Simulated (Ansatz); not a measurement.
Consider GaP$_{2}$.

Input file:

```
crystal:
  lattice:
    - [6.5949029496, 0.0, 0.0]
    - [0.0, 6.5949029496, 0.0]
    - [0.0, 0.0, 2.5556029683]
  atoms:
    - { symbol: Ga, position: [0.0, 0.0, 0.0] }
    - { symbol: Ga, position: [0.5, 0.5, 0.0] }
    - { symbol: P, position: [0.1144949155, 0.3855050845, 0.0] }
    - { symbol: P, position: [0.3855050845, 0.8855050845, 0.0] }
    - { symbol: P, position: [0.8855050845, 0.6144949155, 0.0] }
    - { symbol: P, position: [0.6144949155, 0.1144949155, 0.0] }
basis:
  ecutwfc: 420
kpoints:
  mp_grid: { grid: [6, 6, 14] }
hamiltonian:
  xc: pbe
scf:
  occupations: { method: gaussian, width: 0.1 }
output:
  forces: true
  stress: true
  eigenvalues: true
  write_density: true
  write_potential: true
  elf: true
  volumetric_format: npy
relax:
  adjacent_minimum: "off"
  f_tol: 0.01
  max_steps: 80
  cell: { stress_tol: 0.05 }
```

Run with:

```sh
ansatz run input.yaml --threads 1 --pin off --max-ram 2560MiB --backend cpu --events-out ev --progress --plain --runs-dir out
```

Below, planes, directions and counts refer to the conventional cell (a = 6.59 Å, b = 6.59 Å, c = 2.56 Å, α = 90.00°, β = 90.00°, γ = 90.00°).

The fields are those of the relaxed geometry.

Space group P4/mbm; a structure generated by program, which may or may not match a known phase.

The calculation used DFT PBE, scalar-relativistic, plane waves, PAW in Ansatz.

Question: Predict the valence pseudo-density and electron localisation function between the atoms.

Answer: Ga–P (2.65 Å): the density is about 0.32 e/Å³ at the midpoint; the ELF peaks at about 0.90 in the valence shell of P, 0.7 Å from its nucleus, and is about 0.60 at the midpoint.

Question: Does the calculation make it a metal, or give it a gap?

Answer: It is metallic or semimetallic at this level of theory: no gap opens.

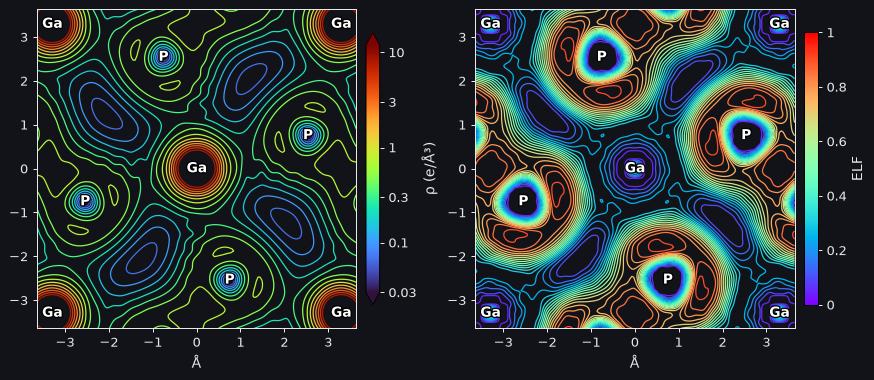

Computed valence pseudo-density and electron localisation function on the (001) plane of the conventional cell, in this order. 
